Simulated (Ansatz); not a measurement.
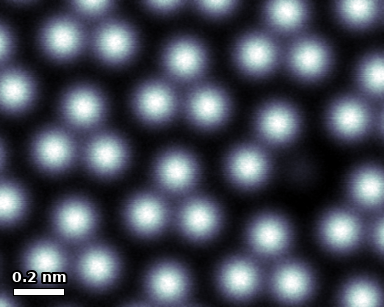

HAADF-like image of Te (P3_121, No. 152) along [001]. Simulation: incoherent imaging, intensity Z^1.6 per atom, probe width 1.30 Å, thin sample. The probe carries 15 % of its weight in a tail 2.5 times as wide. Shot noise and a slight drift were added.

The sample is 1 repeat (6.0 Å) thick. One point defect was put into the perfect crystal, without relaxing the atoms around it. Brightness is counted from the darkest point of the image. Host structure: the geometry relaxed at fixed volume with DFT PBE, spin-orbit coupling, plane waves, PAW in Ansatz 0.2.0.

### Where is the defect (in Å from the left and the top edge), and what does its contrast suggest?

At about 12 Å from the left and 7 Å from the top. The column has all but vanished there, which points to a vacancy or a much lighter atom. The column holds 1 atom (Te) through the sample, and one Te atom is replaced by S, so its peak vanishes.
